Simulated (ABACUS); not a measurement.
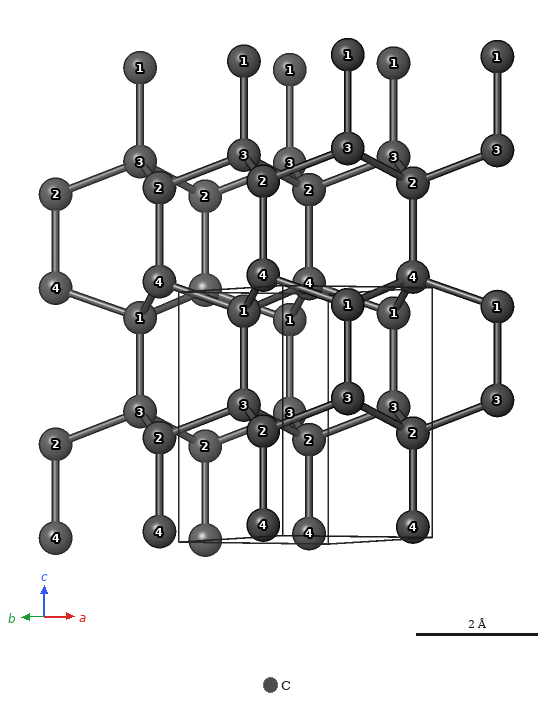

*The structure (ball-and-stick view of the cell of the calculation, repeated 2 × 3 × 2, seen at an oblique angle; atoms are numbered from 1 in the order of the input).*

Near neighbours in the crystal (not all of them lie inside the picture): C has 4 C at 1.56 Å.

**Single-point calculation at one volume of an equation of state of C (part 1 of 2)**

C (P6₃/mmc, 4 atoms in the cell), computed with Kohn-Sham DFT of a periodic cell, PBE, PseudoDojo NC SR 0.4.1 PBE standard, no spin polarisation (ABACUS 3.10.1).

The structure derives from an entry of the Crystallography Open Database. It belongs to a series of runs on one base structure; here: volume scaled by 1.04.

### The input
```
INPUT_PARAMETERS
suffix              C
calculation         scf
basis_type          lcao
pseudo_dir          ./
orbital_dir         ./
symmetry            1
dft_functional      pbe
ecutwfc             100
pseudo_rcut         10
nspin               1
nbands              12
ks_solver           genelpa
smearing_method     fd
smearing_sigma      0.00367493
scf_thr             1e-07
scf_nmax            100
mixing_type         broyden
mixing_beta         0.7
cal_force           1
cal_stress          1
out_mul             1
```

### File STRU
```
ATOMIC_SPECIES
C 12.0110 C.upf

NUMERICAL_ORBITAL
C_confined-atom_6au_1s1p.orb

LATTICE_CONSTANT
1.8897261246

LATTICE_VECTORS
2.5552893324 0.0000000000 0.0000000000
-1.2776446662 2.2129454759 0.0000000000
0.0000000000 0.0000000000 4.1727983206

ATOMIC_POSITIONS
Direct

C
0.0
4
0.6666666667 0.3333333333 0.9375000000 1 1 1
0.3333333333 0.6666666667 0.4375000000 1 1 1
0.6666666667 0.3333333333 0.5625000000 1 1 1
0.3333333333 0.6666666667 0.0625000000 1 1 1
```

### File KPT
```
K_POINTS
0
Gamma
12 12 7 0 0 0
```

Run on 4 threads of Intel Xeon @ 2.90GHz (Ice Lake), 16 GiB of memory available, shared host.

Launch command:
```bash
OMP_NUM_THREADS=1 mpirun -np 4 abacus > log
```

### What the program printed
```
ABACUS v3.10.1

               Atomic-orbital Based Ab-initio Computation at UStc

 ------------------------------------------------------------------------------------

 READING GENERAL INFORMATION
                           global_out_dir = OUT.C/
                           global_in_card = INPUT
                               pseudo_dir = ./
                              orbital_dir = ./
                                    DSIZE = 4
                                    GSIZE = 1

 READING UNITCELL INFORMATION
                                    ntype = 1
                  lattice constant (Bohr) = 1.88973
              lattice constant (Angstrom) = 1

 READING ATOM TYPE 1
                               atom label = C
                      L=0, number of zeta = 1
                      L=1, number of zeta = 1
             number of atom for this type = 4

                        TOTAL ATOM NUMBER = 4
DIRECT COORDINATES
    atom                   x                   y                   z     mag                  vx                  vy                  vz
taud_C1            0.6666666667        0.3333333333        0.9375000000  0.0000        0.0000000000        0.0000000000        0.0000000000
taud_C2            0.3333333333        0.6666666667        0.4375000000  0.0000        0.0000000000        0.0000000000        0.0000000000
taud_C3            0.6666666667        0.3333333333        0.5625000000  0.0000        0.0000000000        0.0000000000        0.0000000000
taud_C4            0.3333333333        0.6666666667        0.0625000000  0.0000        0.0000000000        0.0000000000        0.0000000000

                          Volume (Bohr^3) = 159.234
                             Volume (A^3) = 23.596

 Lattice vectors: (Cartesian coordinate: in unit of a_0)
             +2.55529                  +0                  +0
             -1.27764            +2.21295                  +0
                   +0                  +0             +4.1728
 Reciprocal vectors: (Cartesian coordinate: in unit of 2 pi/a_0)
            +0.391345           +0.225943                  -0
                   -0           +0.451886                  -0
                   +0                  -0           +0.239647
 The esolver type has been set to : ksdft_lcao

                PAO radial cut off (Bohr) = 10

 Read in pseudopotential file is C.upf
                     pseudopotential type = NC
          exchange-correlation functional = PBE
                 nonlocal core correction = 1
                        valence electrons = 4
                                     lmax = 1
                           number of zeta = 2
                     number of projectors = 4
                           L of projector = 0
                           L of projector = 0
                           L of projector = 1
                           L of projector = 1
     initial pseudo atomic orbital number = 16

 SETUP THE ELECTRONS NUMBER
             electron number of element C = 4
       total electron number of element C = 16
            AUTOSET number of electrons:  = 16
                           occupied bands = 8
                                   NLOCAL = 16
                                   NBANDS = 12
                                   NBANDS = 12
                                   NLOCAL = 16

 SETUP THE PLANE WAVE BASIS
 energy cutoff for charge/potential (unit:Ry) = 400
            fft grid for charge/potential = [ 32, 32, 54 ]
                        fft grid division = [ 4, 4, 2 ]
        big fft grid for charge/potential = [ 8, 8, 27 ]
                                     nbxx = 448
                                     nrxx = 14336

 SETUP PLANE WAVES FOR CHARGE/POTENTIAL
                    number of plane waves = 21615
                         number of sticks = 649

 PARALLEL PW FOR CHARGE/POTENTIAL
     PROC   COLUMNS(POT)             PW
        1            163           5407
        2            162           5402
        3            162           5402
        4            162           5404
 --------------- sum -------------------
        4            649          21615
                            number of |g| = 1032
                                  max |g| = 36.0989
                                  min |g| = 0.204201

----------- Double Check Mixing Parameters Begin ------------
mixing_type: broyden
mixing_beta: 0.7
mixing_gg0: 1
mixing_gg0_min: 0.1
mixing_ndim: 8
----------- Double Check Mixing Parameters End ------------

 LATTICE VECTORS: (CARTESIAN COORDINATE: IN UNIT OF A0)
             +2.55529                  +0                  +0
             -1.27764            +2.21295                  +0
                   +0                  +0             +4.1728
                       right hand lattice = 1
                                   NORM_A = 2.55529
                                   NORM_B = 2.55529
                                   NORM_C = 4.1728
                           ALPHA (DEGREE) = 90
                           BETA  (DEGREE) = 90
                           GAMMA (DEGREE) = 120

 The lattice vectors have been changed (STRU_SIMPLE.cif)

(for optimal symmetric configuration:)
                             BRAVAIS TYPE = 4
                     BRAVAIS LATTICE NAME = 04. Hexagonal cell
                                    ibrav = 4
                                    IBRAV = 4
                                  BRAVAIS = HEXAGONAL CELL
                       LATTICE CONSTANT A = 2.55529
                                C/A RATIO = 1.633
Original cell was already a primitive cell.
                        ROTATION MATRICES = 24
              PURE POINT GROUP OPERATIONS = 12
                   SPACE GROUP OPERATIONS = 24
                                       C2 = 3
                                       C3 = 2
                                       C4 = 0
                                       C6 = 0
                                       S1 = 3
                                       S3 = 0
                                       S4 = 0
                                       S6 = 2
                              POINT GROUP = D_3d
                                       C2 = 7
                                       C3 = 2
                                       C4 = 0
                                       C6 = 2
                                       S1 = 7
                                       S3 = 2
                                       S4 = 0
                                       S6 = 2
               POINT GROUP IN SPACE GROUP = D_6h

 SETUP K-POINTS
                                    nspin = 1
                   Input type of k points = Monkhorst-Pack(Gamma)
                                   nkstot = 1008
                       right hand lattice = 1
(for reciprocal lattice: )
                             BRAVAIS TYPE = 4
                     BRAVAIS LATTICE NAME = 04. Hexagonal cell
                                    ibrav = 4
                       right hand lattice = 1
(for k-lattice: )
                             BRAVAIS TYPE = 4
                     BRAVAIS LATTICE NAME = 04. Hexagonal cell
                                    ibrav = 4
                       right hand lattice = 1
                        ROTATION MATRICES = 24
                               nkstot_ibz = 76
K-POINTS REDUCTION ACCORDING TO SYMMETRY
     IBZ    DIRECT_X    DIRECT_Y    DIRECT_Z  WEIGHT  ibz2bz
       1  0.00000000  0.00000000  0.00000000  0.0010       0
       2 -0.08333333  0.08333333  0.00000000  0.0060       1
       3 -0.16666667  0.16666667  0.00000000  0.0060       2
       4 -0.25000000  0.25000000  0.00000000  0.0060       3
       5 -0.33333333  0.33333333  0.00000000  0.0060       4
       6 -0.41666667  0.41666667  0.00000000  0.0060       5
       7  0.50000000  0.50000000  0.00000000  0.0030       6
       8 -0.08333333  0.16666667  0.00000000  0.0060      13
       9 -0.16666667  0.25000000  0.00000000  0.0119      14
      10 -0.25000000  0.33333333  0.00000000  0.0119      15
      11 -0.33333333  0.41666667  0.00000000  0.0119      16
      12  0.50000000  0.41666667  0.00000000  0.0119      17
      13 -0.16666667  0.33333333  0.00000000  0.0060      26
      14 -0.25000000  0.41666667  0.00000000  0.0119      27
      15  0.50000000  0.33333333  0.00000000  0.0119      28
      16  0.41666667  0.41666667  0.00000000  0.0060      29
      17  0.50000000  0.25000000  0.00000000  0.0060      39
      18  0.41666667  0.33333333  0.00000000  0.0119      40
      19  0.33333333  0.33333333  0.00000000  0.0020      52
      20  0.00000000  0.00000000  0.14285714  0.0020     144
      21 -0.08333333  0.08333333  0.14285714  0.0119     145
      22 -0.16666667  0.16666667  0.14285714  0.0119     146
      23 -0.25000000  0.25000000  0.14285714  0.0119     147
      24 -0.33333333  0.33333333  0.14285714  0.0119     148
      25 -0.41666667  0.41666667  0.14285714  0.0119     149
      26  0.50000000  0.50000000  0.14285714  0.0060     150
      27 -0.08333333  0.16666667  0.14285714  0.0119     157
      28 -0.16666667  0.25000000  0.14285714  0.0238     158
      29 -0.25000000  0.33333333  0.14285714  0.0238     159
      30 -0.33333333  0.41666667  0.14285714  0.0238     160
[... 46 further k points ...]

                               nkstot now = 76
[... K-POINTS DIRECT COORDINATES: 76 rows ...]

           k-point number in this process = 76
       minimum distributed K point number = 76
[... stars of the k points ...]

[... K-POINTS CARTESIAN COORDINATES: 76 rows ...]

[... K-POINTS DIRECT COORDINATES: 76 rows ...]

 SETUP PLANE WAVES FOR WAVE FUNCTIONS
     energy cutoff for wavefunc (unit:Ry) = 100
              fft grid for wave functions = [ 32, 32, 54 ]
                    number of plane waves = 3971
                         number of sticks = 211

 PARALLEL PW FOR WAVE FUNCTIONS
     PROC   COLUMNS(POT)             PW
        1             56            992
        2             51            993
        3             53            993
        4             51            993
 --------------- sum -------------------
        4            211           3971

 SET NONLOCAL PSEUDOPOTENTIAL PROJECTORS
 max number of nonlocal projetors among all species is 4

 -------------------------------------------
 SELF-CONSISTENT
 -------------------------------------------

 SETUP SEARCHING RADIUS FOR PROGRAM TO SEARCH ADJACENT ATOMS
                  longest orb rcut (Bohr) = 6
   longest nonlocal projector rcut (Bohr) = 1.3
                     search radius (Bohr) = 14.6
              searching radius is (Bohr)) = 14.6
         searching radius unit is (Bohr)) = 1.89
                         PeriodicBoundary = 1
                        Radius(unit:lat0) = 7.73
                                   glayer = [ 5, 5, 3 ]
                             glayer_minus = [ 4, 4, 2 ]

Find the coordinate range of the input atom(unit:lat0).
                                  min_tau = [ -15.3, -8.11, -8.08 ]
                                  max_tau = [ 16.6, 10.3, 12.3 ]
                                BoxNumber = [ 9, 9, 5 ]

 SETUP EXTENDED REAL SPACE GRID FOR GRID INTEGRATION
                          real space grid = [ 32, 32, 54 ]
                 big cell numbers in grid = [ 8, 8, 27 ]
             meshcell numbers in big cell = [ 4, 4, 2 ]
                        extended fft grid = [ 12, 12, 21 ]
                dimension of extened grid = [ 33, 33, 70 ]
                            UnitCellTotal = 75
              Atom number in sub-FFT-grid = 4
    Local orbitals number in sub-FFT-grid = 16
                                ParaV.nnr = 3216
                                 init_chg = atomic

 LCAO ALGORITHM --------------- ION=   1  ELEC=   1--------------------------------

 Density error is 0.0653653358873
----------------------------------------------------------
     Energy           Rydberg                 eV
----------------------------------------------------------
 E_KohnSham     -47.8922700648       -651.6077630363
 E_Harris       -47.5685660025       -647.2035433237
 E_Fermi        1.0748596703         14.6242160659
----------------------------------------------------------

 LCAO ALGORITHM --------------- ION=   1  ELEC=   2--------------------------------

 Density error is 0.022252014682
```
